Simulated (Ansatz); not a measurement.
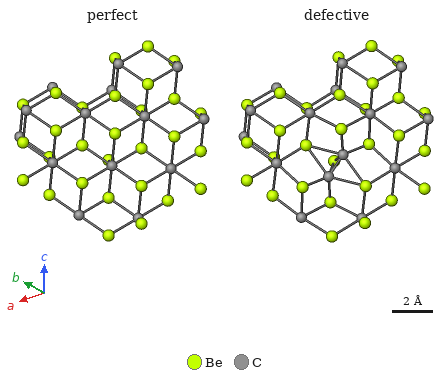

Left: perfect Be$_{2}$C. Right: the same region with one point defect, after relaxing the atoms in a supercell of 96 sites. The picture is a ball-and-stick view of the atoms within 5.4 Å of one point, in a slice 3.4 Å thick across the line of sight, seen from a free direction.

All numbers below come from Ansatz 0.2.0, DFT, PBEsol, PAW, plane waves. Set-up: plane-wave cutoff 420 eV; k-point mesh 1 × 1 × 1; mesh shifted by (0.25, 0.25, 0.25); no spin polarisation. Fermi-Dirac smearing of 0.01 eV. The axes drawn are those of the host's conventional cell.

What kind of defect was made?

An extra carbon atom is put between the host's atoms (an interstitial).

The charge state of the cell is 0.

What does the relaxation do around it?

The C atom starts with 4 Be at 1.62 Å, 1 C at 1.62 Å around its place and ends with 1 C at 1.35 Å. Of the host's atoms, a carbon atom moves furthest from its site, by 0.68 Å. The C atom itself moves 1.22 Å from where it was put.
